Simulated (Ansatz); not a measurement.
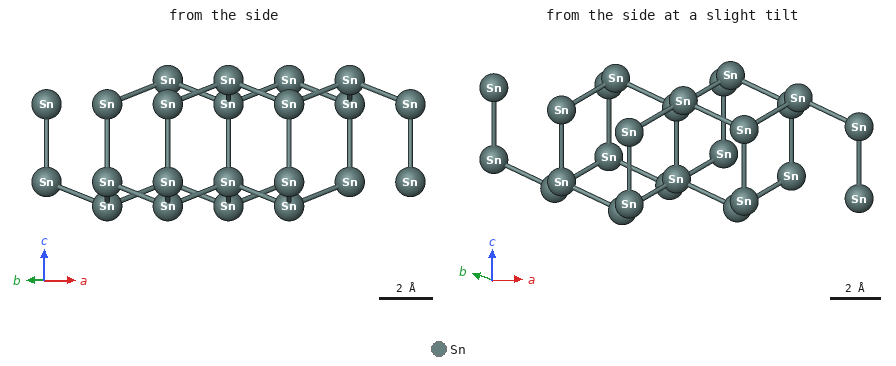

A ball-and-stick picture of a periodic slab, seen from the side and from the side at a slight tilt. The surface normal points up in side views; the vacuum is left out. 2×2 cells are drawn in the plane, with atoms at the edges repeated.

The cell holds 4 Sn.

### What is the slab's thickness, atom centre to atom centre?

About 4.8 Å from the lowest to the highest atom.

### Count the planes and say what each contains, starting at the top.

Four planes: Sn / Sn / Sn / Sn.

### What is bonded to what?

Sn takes two kinds of site: 2c with four Sn in a tetrahedral arrangement at about 2.8 to 3.0 Å; 2d with three Sn in a trigonal pyramidal arrangement at about 2.8 Å. The bonds build Sn layers parallel to the surface.

The starting point was a structure listed in the Materials Project, with elements exchanged, so it need not be a known form of the compound. The final geometry of a relaxation with DFT PBE+D3(BJ), scalar-relativistic, plane waves, PAW (Ansatz) is shown.
